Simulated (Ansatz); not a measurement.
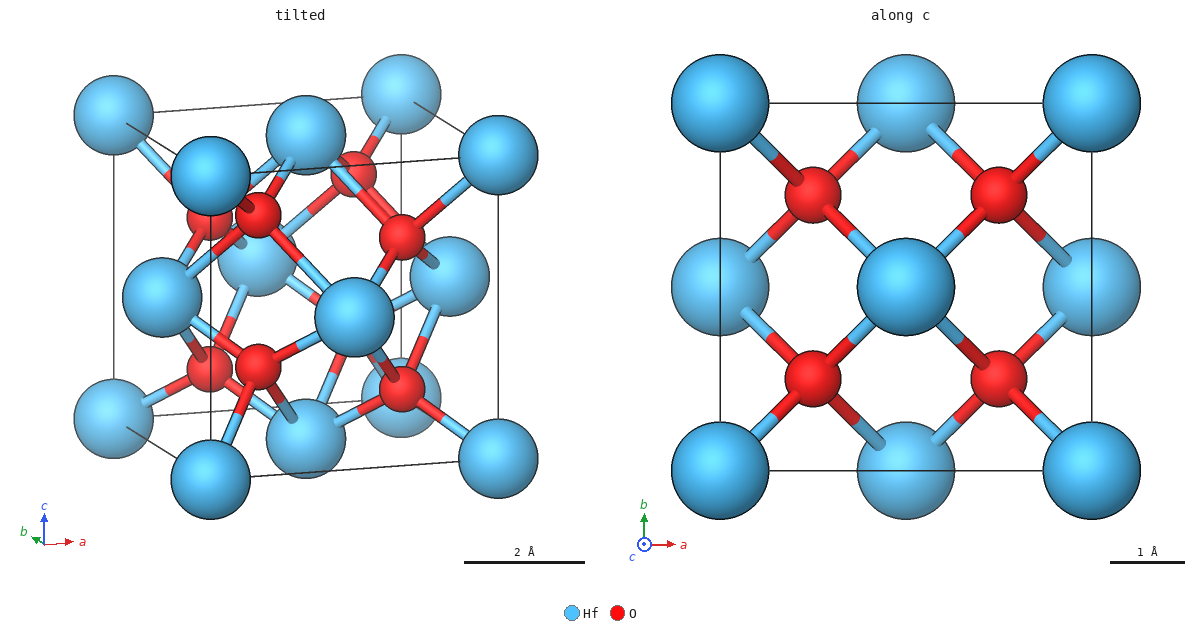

Structure drawing (ball-and-stick), viewed slightly off an axis and along the c axis. Thin lines show the drawn cell (a repeat of the simulation cell), with boundary atoms drawn in all their periodic places.

HfO2, a = 5.088 Å, b = 5.028 Å, c = 5.202 Å, α = 90.00°, β = 90.00°, γ = 90.00°. Strictly the space group is Ccce (No. 68, within 0.01 Å). It is a distorted form of a face-centred cubic structure, space group Fm-3m (No. 225) within 0.60 Å: fluorite (CaF₂ type). Starting structure: a structure listed in the Materials Project. The cell was then strained or its atoms displaced on purpose. It went into a calculation with Ansatz.

This one geometry was computed with Ansatz (DFT, plane waves, PAW) at three levels of theory: PBE, r2SCAN and HSE06. It was relaxed with r2SCAN and then strained.

Which level gives the highest pressure at this volume, and what does that say about its equilibrium volume?

Highest: PBE (5.9 GPa), which points to the largest equilibrium volume. Lowest, with the smallest volume: r2SCAN (0.0 GPa) and HSE06 (-0.1 GPa). Levels within 0.5 GPa of each other can't be told apart.

How does the band gap change with the level of theory?

PBE: a gap of 4.71 eV, indirect; r2SCAN: a gap of 5.25 eV, indirect; HSE06: a gap of 6.35 eV, indirect.

Collect the results in a table.

| level | cutoff (eV) | k-mesh of the run's cell | gap (eV) | pressure (GPa) |
| --- | --- | --- | --- | --- |
| PBE | 420 | 8×8×6 | 4.71 | 5.9 |
| r2SCAN | 500 | 8×8×6 | 5.25 | 0.0 |
| HSE06 | 420 | 4×4×4 | 6.35 | -0.1 |

Gaps are taken on the k-mesh or band path of each run.
